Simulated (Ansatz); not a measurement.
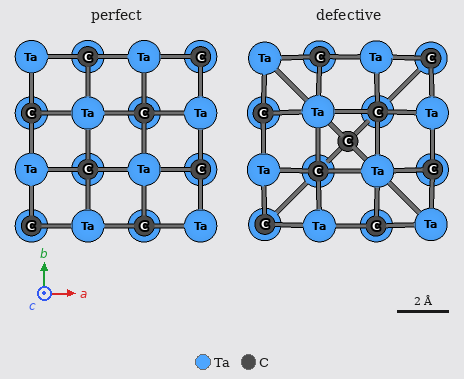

Left: perfect TaC. Right: the same region with one point defect, after relaxing the atoms in a supercell of 16 sites. Style: ball-and-stick. Shown: the atoms within 5.1 Å of one point, in a slice 4.2 Å thick across the line of sight, along the c axis.

Method: DFT PBE, scalar-relativistic, plane waves, PAW (Ansatz). Set-up: plane-wave cutoff 420 eV; k-point mesh 8 × 8 × 8; occupations gaussian; smearing width 0.1 eV; no spin polarisation. The cell is small and the k-mesh coarse, so the numbers are rough. The axes drawn are those of the host's conventional cell.

> Which defect is it?

An extra carbon atom is put between the host's atoms (an interstitial).

The charge state of the cell is 0.

> How does the lattice respond?

The C atom starts with 4 C at 1.94 Å, 4 Ta at 1.94 Å around its place and ends with 4 Ta at 2.04 Å, 4 C at 2.05 Å. Of the host's atoms, a carbon atom moves furthest from its site, by 0.11 Å. Relaxing the atoms from the host's sites lowers the energy by 1.49 eV. At a tolerance of 0.02 Å the relaxed supercell has space group F-43m.
